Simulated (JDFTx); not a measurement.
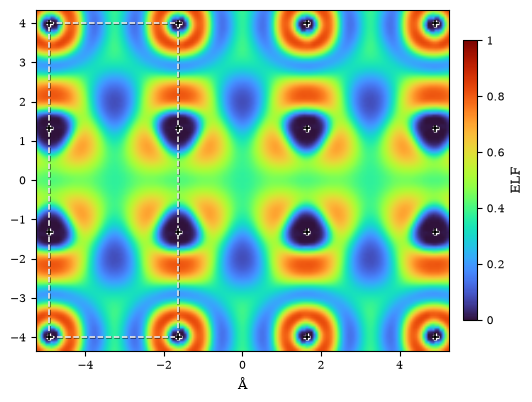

The electron localisation function on a plane through atoms (crosses mark nuclei in the plane).

The calculation used Kohn-Sham DFT of a periodic cell, PBE, PseudoDojo-SR-PBE-0.5-standard (JDFTx).

Candidates:
A. Si2W, a = 3.28 Å, b = 3.28 Å, c = 7.98 Å, α = 90.00°, β = 90.00°, γ = 90.00°. Space group I4/mmm; computed pressure about −9 GPa in this cell.
B. MoSe2, a = 3.29 Å, b = 3.29 Å, c = 12.90 Å, α = 90.00°, β = 90.00°, γ = 120.00°. Space group P6₃/mmc; not relaxed (largest force 1.1 eV/Å); computed pressure about 8 GPa in this cell.

> Which system is this?

Candidate A: Si2W on the (100) plane of the conventional cell, which holds W and Si. Si–W (2.67 Å): the ELF peaks at about 0.80 in the valence shell of Si, 0.9 Å from its nucleus, and is about 0.45 at the midpoint.
